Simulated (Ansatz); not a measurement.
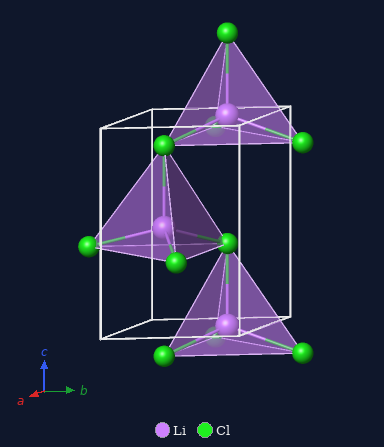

An orthographic polyhedral view of the structure, slightly off an axis. The edges of the conventional unit cell are marked. Some neighbours outside the box are added.

LiCl, wurtzite, space group P6_3mc (No. 186), a = 4.099 Å, b = 4.099 Å, c = 6.224 Å, α = 90.00°, β = 90.00°, γ = 120.00°. The structure comes from a structure type filled with these elements by a generator (whether the compound takes this form wasn't checked). The cell was then strained or its atoms displaced on purpose. A calculation with Ansatz used it as input.

This one geometry was computed with Ansatz (DFT, plane waves, PAW) at three levels of theory: r2SCAN, HSE06 and PBE. It was relaxed with r2SCAN and then strained.

How does the band gap change with the level of theory?

Answer. PBE: a gap of 5.58 eV, direct; r2SCAN: a gap of 6.23 eV, direct; HSE06: a gap of 6.89 eV, direct.

Collect the results in a table.

Answer.
| level | cutoff (eV) | k-mesh of the run's cell | gap (eV) | pressure (GPa) |
| --- | --- | --- | --- | --- |
| r2SCAN | 500 | 12×12×4 | 6.23 | -2.2 |
| HSE06 | 420 | 6×6×4 | 6.89 | -2.0 |
| PBE | 420 | 12×12×4 | 5.58 | -1.6 |

Gaps are taken on the k-mesh or band path of each run.
